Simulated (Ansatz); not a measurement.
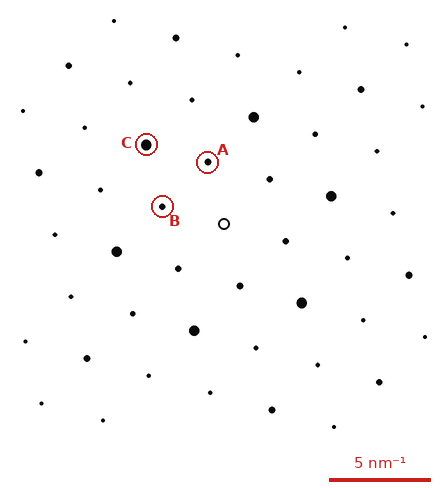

The pattern is a kinematic simulation for 200 kV electrons (no multiple scattering; isotropic B = 0.5 Å²). The zone axis points towards the electron source and the pattern is seen from the source side.

Crystal: ZrS2, space group P-3m1 (No. 164), a = 3.627 Å, c = 5.876 Å (hexagonal axes). Structure: the end point of a relaxation with DFT PBEsol, scalar-relativistic, plane waves, PAW (Ansatz).

```cif
data_structure
_symmetry_space_group_name_H-M 'P-3m1'
_symmetry_Int_Tables_number 164
_cell_length_a 3.6273
_cell_length_b 3.6273
_cell_length_c 5.8763
_cell_angle_alpha 90.000
_cell_angle_beta 90.000
_cell_angle_gamma 120.000
_cell_volume 66.96
loop_
_atom_site_label
_atom_site_type_symbol
_atom_site_symmetry_multiplicity
_atom_site_Wyckoff_symbol
_atom_site_fract_x
_atom_site_fract_y
_atom_site_fract_z
_atom_site_occupancy
Zr1 Zr 1 a 0.00000 0.00000 0.00000 1
S1 S 2 d 0.33333 0.66667 0.24726 1
```

Spot A is indexed -1 0 0 and spot B 0 -1 0.

Q: Index the other marked spot.

A: C = A + B = -1 -1 0 (d = 1.814 Å).

Q: Give [uvw].

A: The cross product of A and B is parallel to [001]; every spot obeys hu + kv + lw = 0.

Q: What are the spacings of A and B and the angle between them?

A: d(A) = 3.141 Å, d(B) = 3.141 Å, and the angle is 60.0°.
